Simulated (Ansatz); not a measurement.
Run report: CsSnI3, geometry relaxation (part 1 of 2)

CsSnI3 (R3m, 5 atoms in the cell), computed with DFT with PBE, PAW plane waves, no spin polarisation (Ansatz 0.2.0).

The structure is a generated one, with these elements put on the sites of a known structure type; it need not be a known phase.

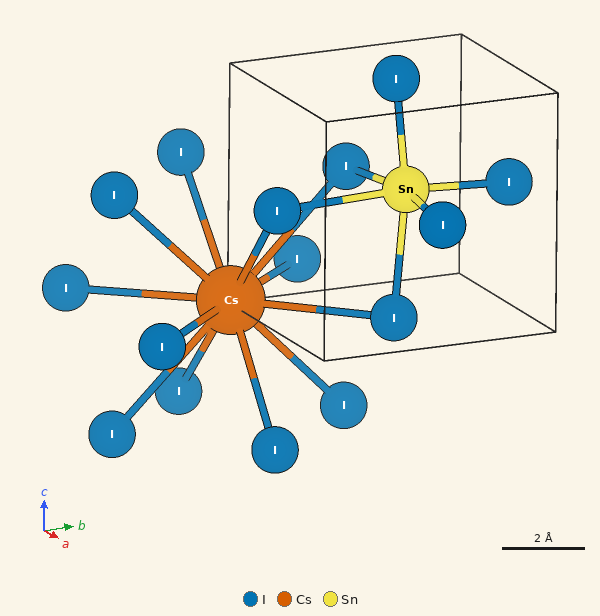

The structure as given in the input (ball-and-stick view of the cell of the calculation, seen slightly off an axis; bonded neighbours outside the cell are drawn too).

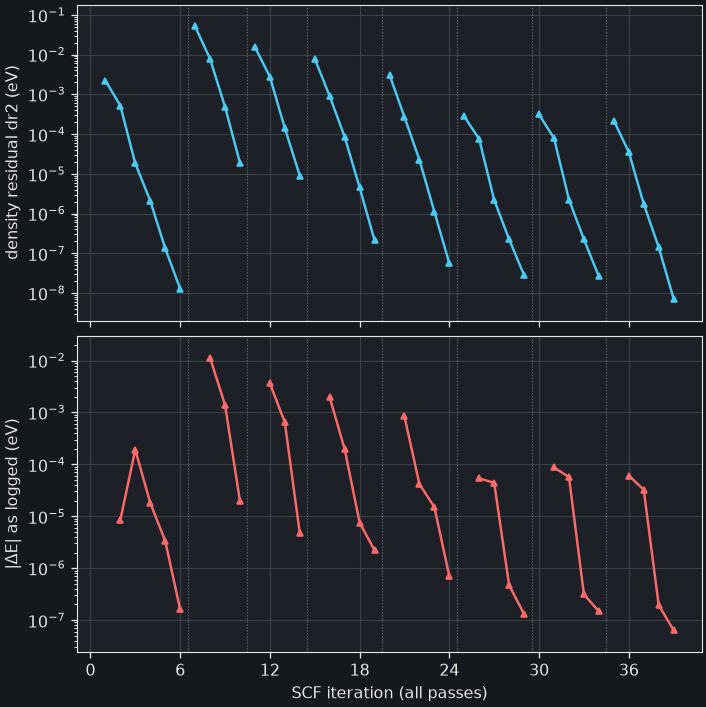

Convergence of the self-consistent field: density residual dr2 and size of the energy change against the SCF iteration. The dotted lines part the SCF passes of the relaxation: geometry steps, rejected trials and re-solves on a re-selected basis. The 8 passes take 4 to 6 iterations each, 39 in all.

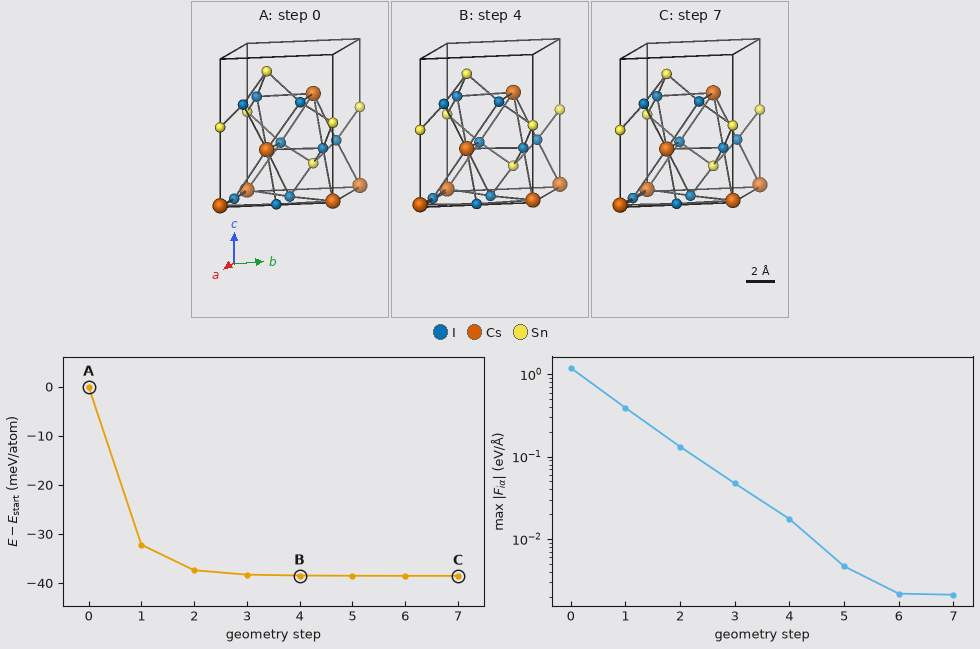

Frames of the relaxation (ball-and-stick view of the cell 3 times as large as that of the calculation, set on its symmetry axes, seen slightly off an axis) above the curves, on which the letters mark them (the first geometry is step 0 here and step 1 in the log).

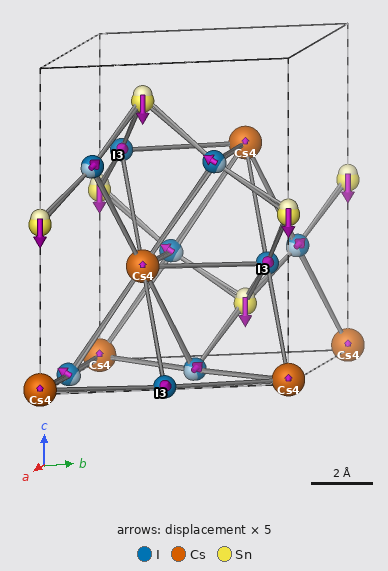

Start (faint) and end (solid) with the displacements as pink arrows, magnified 5 times (ball-and-stick view of the cell 3 times as large as that of the calculation, set on its symmetry axes, seen slightly off an axis). After 7 geometry steps the energy has fallen by 38.5 meV per atom. The largest force component goes from 1.2 to 0.0021 eV/Å. The atom that moves furthest is Sn5 (0.20 Å). Largest moves by element: Sn 0.20 Å, I 0.11 Å, Cs 0.05 Å. The lattice vectors keep their values. Among the contacts that change: I1–Sn5 3.313 → 3.081 Å, I1–Cs4 4.328 → 4.277 Å. Among the angles that change: Sn5–I3–Sn5 169.3° → 174.9°, I1–Sn5–I1 169.3° → 174.9°, I1–Sn5–I2 96.6° → 92.3°. The space group stays R3m (No. 160). (Atoms are counted from 1 in the order of the input.)

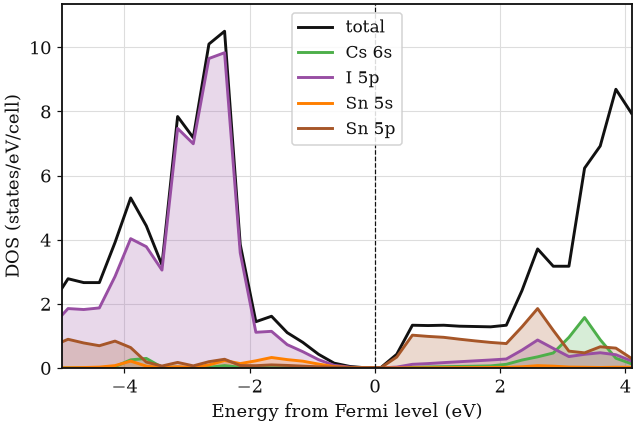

Density of states (projected on Löwdin-orthogonalised atomic shells), with energies from the Fermi level.

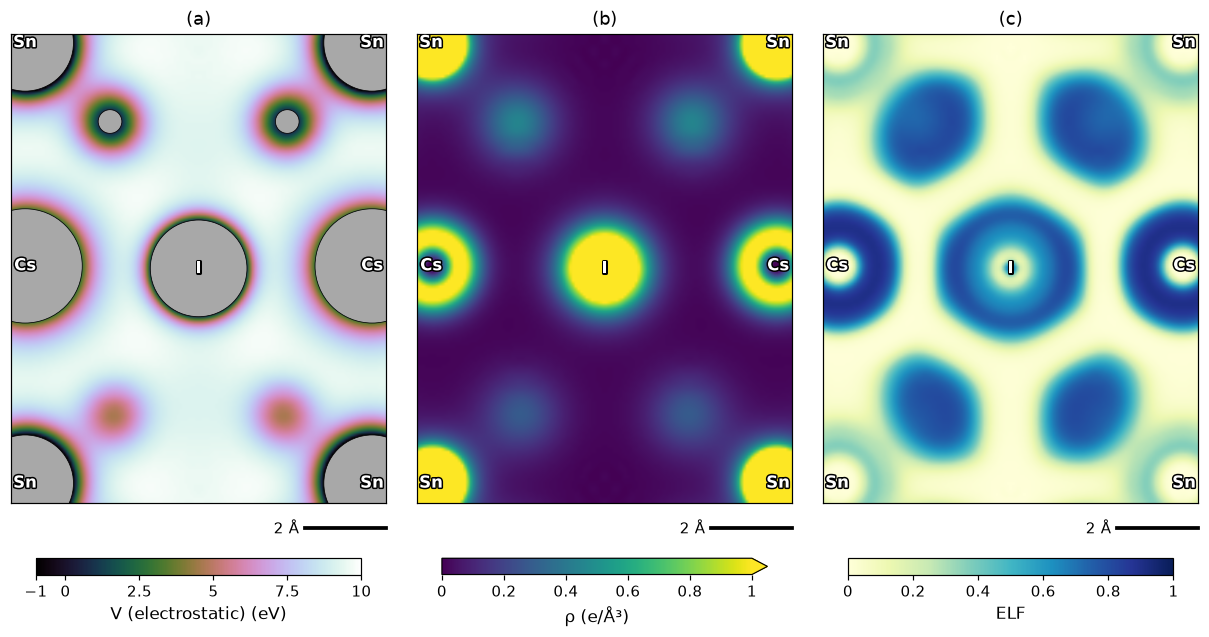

(a) electrostatic potential energy of an electron; (b) valence charge density (pseudo); (c) electron localisation function on the (010) plane of the conventional cell. Grey discs, where drawn, cover atomic cores. Atoms in the plane: I, Cs and Sn. Cs–I (4.25 Å): ρ at the midpoint is about 0.03 e/Å³; the ELF peaks at about 0.80 in the valence shell of I, 1.4 Å from its nucleus, and drops to about 0 between the two atoms (a contact without a shared pair). The density dies away to nearly zero in the voids. The strong features right at Cs lie inside the PAW spheres (semicore, d or f shells) and say nothing about bonding. Outside the cores the potential energy rises away from the atoms and is highest about 2.3 Å from the nearest atoms; outside the discs it spans about 10 eV, and its zero is arbitrary. The fields are those of the smooth PAW valence density.

The input that produced these results follows, with the program's output.

**Input**
```yaml
crystal:
  lattice:
    - [4.252192, 2.455, 3.598455]
    - [-4.252192, 2.455, 3.598455]
    - [0.0, -4.91001, 3.598455]
  atoms:
    - { symbol: I, position: [0.50693, 0.99874, 0.50693] }
    - { symbol: I, position: [0.50693, 0.50693, 0.99874] }
    - { symbol: I, position: [0.99874, 0.50693, 0.50693] }
    - { symbol: Cs, position: [0.01, 0.01, 0.01] }
    - { symbol: Sn, position: [0.53943, 0.53943, 0.53943] }
  symmetry: { tolerance: 0.0003 }
kpoints:
  mp_grid: { grid: [4, 4, 4], shift: [0, 0, 0] }
magnetization:
  spin_polarized: false
scf:
  occupations: { method: fermi_dirac, width: 0.0131 }
  lower_state_search: "off"
hamiltonian:
  pseudopotentials: { kind: paw }
  xc: pbe
basis:
  ecutwfc: 420
  fft_grid_basis: typed
relax:
  max_steps: 80
output:
  forces: true
  stress: true
  eigenvalues: true
  bader: true
  populations: true
  elf: true
  write_potential: true
  volumetric_format: npy
  dos:
    e_range: [-12, 8]
    de: 0.05
    projected: { site_lists: { Cs: [Cs], I: [I], Sn: [Sn] } }
  write_density: true
checkpoint:
  read: saved_state
```

Launch command:
```bash
ansatz run input.yaml --threads 2 --pin off --max-ram 2560MiB --backend cpu --events-out ev --progress --plain --runs-dir out
```

**What the program printed**
```
Warning: crystal.lattice misses the space group found at crystal.symmetry.tolerance 3.0e-4 in a digit that the deck types, which is why this is a warning: making the lattice exact moves one of its numbers by a whole unit of that number's last typed decimal, or more. The operation that it misses by the most changes a squared length by the fraction 1.72e-6. The run uses the lattice that is a stretch of the typed one, with no rotation, onto the one that keeps every operation to a double's rounding (on a very oblique basis the stretch itself rounds by more); the deck's lattice vector that moved farthest moved by 2.50e-6 Å. To run the lattice as typed, set crystal.symmetry.tolerance under 1.71e-6, the least fraction by which an operation that the lattice misses changes a squared length (the same key also sets how far an atom may lie from its image, so lowering it can lose operations that the atoms keep only within it), or set crystal.symmetry.detect: false (a key that needs symmetry detection or time reversal refuses this as the deck is read). crystal.lattice made exact, in Å and degrees: [[4.252191253042208, 2.455002097922615, 3.5984561370650647], [-4.252191253042208, 2.455002097922615, 3.5984561370650647], [0.0, -4.910009195845668, 3.5984527258733445]]. Pasted over the deck's crystal.lattice, beside positions in fractional coordinates, it runs the same cell (given as lengths and angles, that cell in the form's own orientation, a rigid turn of the misfit's size from the one run here, for which a checkpoint.post_process_only pass over this run's state can be refused: where this run relaxes nothing, give such a pass this deck's own crystal.lattice, as typed; behind a relaxation, as crystal.lattice, the state's own cell, identity.cell in its checkpoint.json), and a matrix so pasted ends this notice, except on a very skew basis of the lattice, where the rounding of the pasted numbers themselves can read as a misfit: the cell is then moved again, and that move is told again. The lattice as run is in this notice's lattice.as_run_ang field (Run.prep()["deck_notices"] in Python, the deck_notice line of an events file, deck_notices of ansatz run --dry-run=json, or deck_notices in record.json in the deck's checkpoint.write directory).
Warning: output.stress: scf.convergence.dr2_threshold = 1e-7 eV (the SCF's general default) is looser than the 5e-10 eV advised for a printed stress (1e-10 eV for each atom of the cell: 5). What an SCF threshold leaves in a stress goes as its square root, and in the free energy as the threshold itself, and one threshold admits the most on a small cell: of the crystals measured, under no hybrid functional and no lock of the moments, on runs that ended without the residual-converged pass, on stresses that held no estimate of that error, the worst erred by over 100 MPa in a component at 1e-7 eV an atom and by under 5 at 1e-10. Every solve of this run answers to scf.convergence.dr2_threshold, and the tensor of one is reported: a single SCF on the reported geometry and on this run's grids (its basis.xc_grid and basis.ecutrho_ratio typed), with scf.convergence.dr2_threshold at 5e-10 eV or tighter, prints it and tightens no other solve. Else set scf.convergence.dr2_threshold to 5e-10 eV or tighter. The threshold is an SCF's pass mark: one that does not reach it within its budget of iterations ends unconverged, or closes short of it on a stop that the run arms, and scf.convergence.dr2_threshold's page says what that costs each kind of run
Warning: checkpoint.read: basis.xc_grid differs: saved 1, current 2 (points along each axis for each point of the dense box; where the key is left out runs that use forces, runs that use the stress, dielectric runs by a finite field, finite-displacement phonons, runs of phonons.displacement_patterns under a GGA or a meta-GGA, phonons by method: dfpt, dielectric runs by the response, runs on support functions, runs on PAW files under a meta-GGA or a hybrid on one, runs at kind: all_electron or under a hybrid on a GGA, runs under a text's formulas of a gradient, and runs on PAW files that evaluate rPW86 or Becke's exchange or LYP's correlation can take a finer level, which can go by the root key accuracy; a number is taken as typed: the saved number, typed, holds this deck to the state's level, where the deck is accepted there); the SCF iterates at this deck's level from the saved density; a trajectory continued from that state goes on on another energy surface; basis.xc_grid: 1, typed and accepted, keeps it on the saved one
Engine: ansatz 0.2.0, aarch64-unknown-linux-gnu
Pseudopotentials: kind: paw
Pseudopotential: I, paw, valence charge 17, recommended cutoff 420 eV (normal), I.paw.azcp
Pseudopotential: Cs, paw, valence charge 9, recommended cutoff 420 eV (normal), Cs.paw.azcp
Pseudopotential: Sn, paw, valence charge 14, recommended cutoff 420 eV (normal), Sn.paw.azcp
Functional definition: PBE
  parameter kappa = 0.804
  parameter beta = 0.06672455060314922
  exchange = pbe_x(kappa = kappa, mu = beta*pi^2/3)
  correlation = pbe_c(beta = beta)
Crystal: 5 atoms, lattice volume = 225.389 Å³
Basis set: ecut = 420 eV, 4429 PW (Γ), exchange–correlation on 90×90×90 points (8 copies of the dense FFT grid, shifted against one another)
Bands: 45, of which v1, the nominal top of the filled ones, is band 37 counted from 1 (36 counted from 0)
Symmetry: 6 space group operations
Space group: R3m (ITA 160), of the structure as read, at distance tolerance 1.8e-3 Å
k-points: 13 of 64 (time reversal used)
Non-local potential: I, projectors of the file, l = 0: 2, l = 1: 2, l = 2: 2, l = 3: 2
Non-local potential: Cs, projectors of the file, l = 0: 3, l = 1: 2, l = 2: 2, l = 3: 2
Non-local potential: Sn, projectors of the file, l = 0: 2, l = 1: 2, l = 2: 2, l = 3: 2
PAW form: soft (Blöchl's): semilocal exchange-correlation on the pseudo side does not see the compensation charge
PAW one-centre angular grid: I, 590 points (default); XC on 64 Gauss nodes
PAW one-centre angular grid: Cs, 194 points (default); XC on 64 Gauss nodes
PAW one-centre angular grid: Sn, 590 points (default); XC on 64 Gauss nodes
Initial density: read from a saved state, or passed on in memory by an earlier SCF of this step, an earlier step, the calling program or the single point that the run made first
Initial wavefunctions: pseudopotential atomic-orbital guess
Functional: x = pbe(κ = 0.804, μ = 0.2195149727645171), c = pbe(β = 0.06672455060314922)
iter 1 solved again at ethr=2.79e-6 eV; its pass at ethr=3.10e-3 eV (dr2=2.07e-3 eV) is discarded
SCF iter   1: F=—  HF=-34238.083426 eV  |F-HF|=—  |Δ(HF+E_count)|=         —  Δρ=8.78e-4  dr2=2.22e-3  ethr=2.79e-6  ⟨swp⟩=4.1  Hψ=4535  notcnv=0
preconditioner: auto → Resta (q_TF=auto, 2.266 Å⁻¹)  ε∞=3.0  [insulator: Δε(μ)=0.239 eV  Ē_g=9.912 eV  σ=0.013 eV  W_gap=1.00  n_scr=32 (ndim 8)  ℏωp=14.0 eV  f_vac=0.116  D(μ)=0.00/eV (n_scr^D=0)  ε∞_Penn≈3.0]
SCF iter   2: F=—  HF=-34238.083435 eV  |F-HF|=—  |Δ(HF+E_count)|=   8.47e-6  Δρ=4.60e-4  dr2=5.20e-4  ethr=2.79e-6  ⟨swp⟩=2.1  Hψ=792  notcnv=0
SCF iter   3: F=—  HF=-34238.083626 eV  |F-HF|=—  |Δ(HF+E_count)|=   1.91e-4  Δρ=9.01e-5  dr2=1.83e-5  ethr=7.02e-7  ⟨swp⟩=2.1  Hψ=899  notcnv=0
SCF iter   4: F=—  HF=-34238.083644 eV  |F-HF|=—  |Δ(HF+E_count)|=   1.81e-5  Δρ=2.60e-5  dr2=2.11e-6  ethr=2.48e-8  ⟨swp⟩=2.1  Hψ=838  notcnv=0
SCF iter   5: F=—  HF=-34238.083647 eV  |F-HF|=—  |Δ(HF+E_count)|=   3.37e-6  Δρ=6.60e-6  dr2=1.34e-7  ethr=2.86e-9  ⟨swp⟩=3.0  Hψ=1152  notcnv=0
SCF iter   6: F=-34238.083647 eV  HF=-34238.083647 eV  |F-HF|=1.70e-8  |Δ(HF+E_count)|=   1.60e-7  Δρ=2.12e-6  dr2=1.29e-8  ethr=1.35e-10  ⟨swp⟩=13.4  Hψ=4679  notcnv=0
SCF 1 converged in 6 iterations: F = -34238.083647 eV  dr2 = 1.29e-8
  greatest PAW one-centre occupation: 0.999 electrons in one spin orbital (limit 2), on the I atom at site 2 (counted from 0), in its partial waves of l = 2
relax step   1: F+E_penalty+E_count = -34238.08364728 eV  Δ(F+E_penalty+E_count) = +0.000e0 eV  max|allowed force component| = 1.195e0 eV/Å  Δτ_max = 0.0000 Å  (6 SCF iters, accepted)
Initial density: handed on by an earlier stage of this run
Initial wavefunctions: those handed on with the density
iter 1 solved again at ethr=6.67e-5 eV; its pass at ethr=3.10e-3 eV (dr2=4.93e-2 eV) is discarded
SCF iter   1: F=—  HF=-34238.257323 eV  |F-HF|=—  |Δ(HF+E_count)|=         —  Δρ=4.49e-3  dr2=5.12e-2  ethr=6.67e-5  ⟨swp⟩=2.3  Hψ=2188  notcnv=0  defer=27
preconditioner: auto → Resta (q_TF=auto, 2.266 Å⁻¹)  ε∞=3.0  [insulator: Δε(μ)=0.522 eV  Ē_g=9.838 eV  σ=0.013 eV  W_gap=1.00  n_scr=32 (ndim 8)  ℏωp=14.0 eV  f_vac=0.115  D(μ)=0.00/eV (n_scr^D=0)  ε∞_Penn≈3.0]
SCF iter   2: F=—  HF=-34238.246001 eV  |F-HF|=—  |Δ(HF+E_count)|=   1.13e-2  Δρ=2.25e-3  dr2=7.80e-3  ethr=6.67e-5  ⟨swp⟩=3.2  Hψ=921  notcnv=0  defer=27
SCF iter   3: F=—  HF=-34238.244598 eV  |F-HF|=—  |Δ(HF+E_count)|=   1.40e-3  Δρ=5.07e-4  dr2=4.87e-4  ethr=1.05e-5  ⟨swp⟩=3.2  Hψ=828  notcnv=0  defer=27
SCF iter   4: F=-34238.244578 eV  HF=-34238.244578 eV  |F-HF|=9.02e-8  |Δ(HF+E_count)|=   1.97e-5  Δρ=7.42e-5  dr2=1.90e-5  ethr=1.21e-7  ⟨swp⟩=19.4  Hψ=5986  notcnv=0
SCF 2 converged in 4 iterations: F = -34238.244578 eV  dr2 = 1.90e-5
  Residual-converged pass: ⟨swp⟩=1.0  Hψ=637  notcnv=0  max |occ|·‖R‖ = 7.0e-9 eV (tolerance 1.0e-8 eV)  dr2=1.90e-5  dr2_onsite=5.98e-7  max |Δocc| = 1.8e-14
relax step   2: F+E_penalty+E_count = -34238.24457847 eV  Δ(F+E_penalty+E_count) = -1.609e-1 eV  max|allowed force component| = 3.918e-1 eV/Å  Δτ_max = 0.1024 Å  (4 SCF iters, dr2 threshold 8.92e-5 eV, accepted)
```
